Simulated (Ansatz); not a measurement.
The coordinates of a crystal:

```
Al Cu
1.0
     5.72636    0.00000    0.00000
     0.00000    5.72636    0.00000
     0.00000    0.00000    5.72636
Al Cu
8 4
Direct
  0.75000 0.75000 0.75000
  0.25000 0.75000 0.75000
  0.75000 0.25000 0.25000
  0.25000 0.25000 0.25000
  0.25000 0.75000 0.25000
  0.75000 0.75000 0.25000
  0.25000 0.25000 0.75000
  0.75000 0.25000 0.75000
  0.00000 0.50000 0.50000
  0.00000 0.00000 0.00000
  0.50000 0.50000 0.00000
  0.50000 0.00000 0.50000
```

Before looking at a picture, describe the arrangement of atoms.

Answer. The formula is Al2Cu. Symmetry: Fm-3m (No. 225), face-centred cubic lattice. The structure is of the kind named antifluorite. It has 12 atoms to the cell (8 Al, 4 Cu). The neighbours of Al are four Cu in a tetrahedral arrangement at 2.48 Å. Cu bonds to eight Al in a cubic arrangement at 2.48 Å. The bonds build a three-dimensional framework.

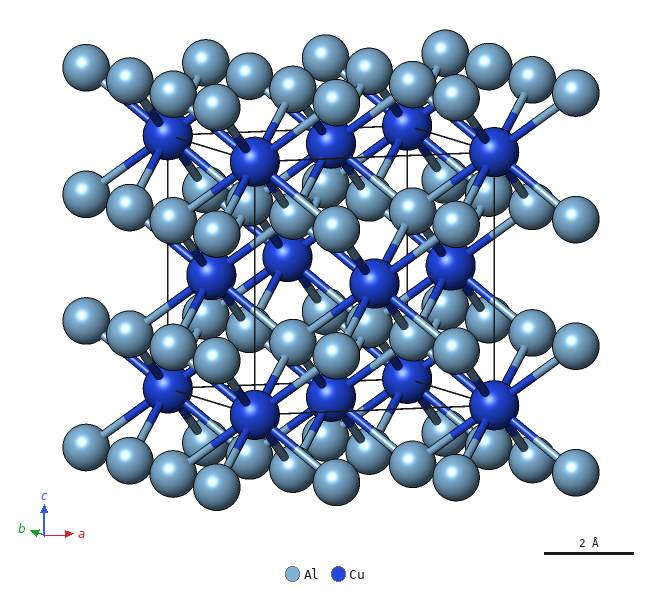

Shown here is a ball-and-stick view of the crystal, taken slightly off an axis. The outline marks the conventional unit cell. Neighbours across the faces are drawn wherever a bond reaches them.

Starting structure: a structure listed in the Materials Project. Earlier steps of the study may have refined or changed the cell and positions. A calculation with Ansatz used it as input.
